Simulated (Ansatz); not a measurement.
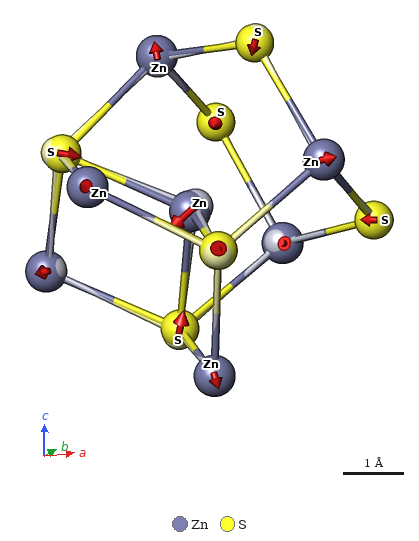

This is a relaxation of a defect cell of composition Zn25S24 (cell charge +2). The starting structure is drawn faded, the final one solid; red arrows show the displacements, 5 times their true length.

Style: ball-and-stick. Shown: the atoms within 4.2 Å of the atom that moves most (axes of the cell of the calculation), slightly off an axis.

Case: Zn interstitial, charge +2, atoms relaxed at the host's cell.

All numbers below come from DFT PBE, scalar-relativistic, plane waves, PAW (Ansatz). Set-up: plane-wave cutoff 420 eV; k-point mesh 2 × 2 × 2; occupations gaussian; smearing width 0.01 eV; mesh shifted by (0.5, 0.5, 0.5); no spin polarisation; atoms relaxed in a fixed cell; force threshold 0.025 eV/Å; at most 45 steps.

Atoms of which element are displaced furthest, and by how much?

Zinc: up to 0.13 Å, against 0.09 Å for sulfur.

What happened in the run?

A Zn atom moves most: 0.13 Å along [−1 −1 −1]. By element the largest moves are Zn 0.13 Å, S 0.09 Å. The lattice vectors keep their values. Near-neighbour distances that change, for instance: S–Zn 2.494 → 2.358 Å, S–Zn 2.422 → 2.449 Å, S–Zn 2.380 → 2.365 Å, S–Zn 2.473 → 2.463 Å. Bond angles that change, for instance: S–Zn–S 102.9° → 106.6°. The energy falls by 0.292 eV per cell of the calculation in 5 geometry steps. The largest force component goes from 0.86 to 0.0019 eV/Å.

Limits of the set-up: the cell is charged, on a uniform background, and energies carry no finite-size correction.
